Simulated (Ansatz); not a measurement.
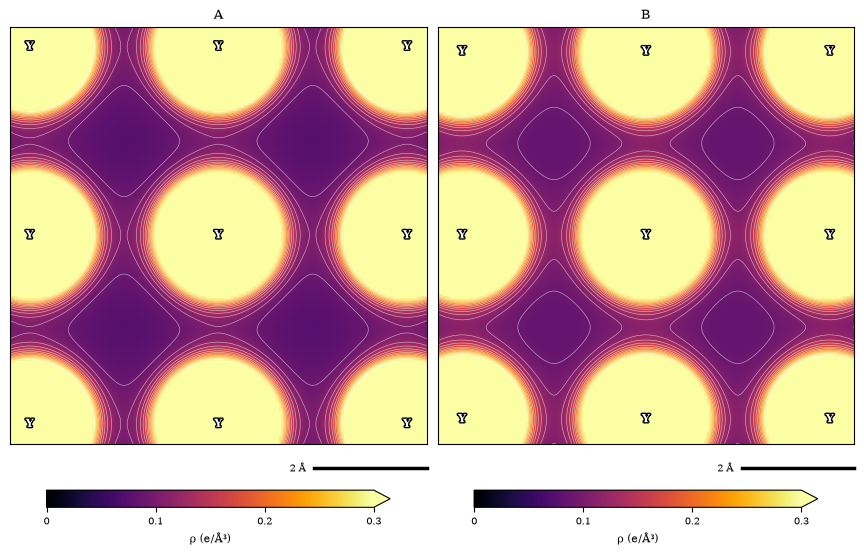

Y. The valence charge density (pseudo) of two cells that differ in size, on the (001) plane of each (indices in the axes of the calculation cell), at one length scale and on one colour scale: A has 37.6 Å³ an atom and B 34.9.

These are results of Ansatz 0.2.0, DFT, r2SCAN, plane waves (500 eV) with PAW, scalar-relativistic, not measurements.

Core electrons are frozen (PAW), and the valence fields are smoothed inside the atomic spheres.

### What does the compression do to the bonding and the properties?

From the larger cell to the smaller, Y–Y goes from 3.35 to 3.27 Å, and the density at its midpoint from 0.1 to 0.11 e/Å³.
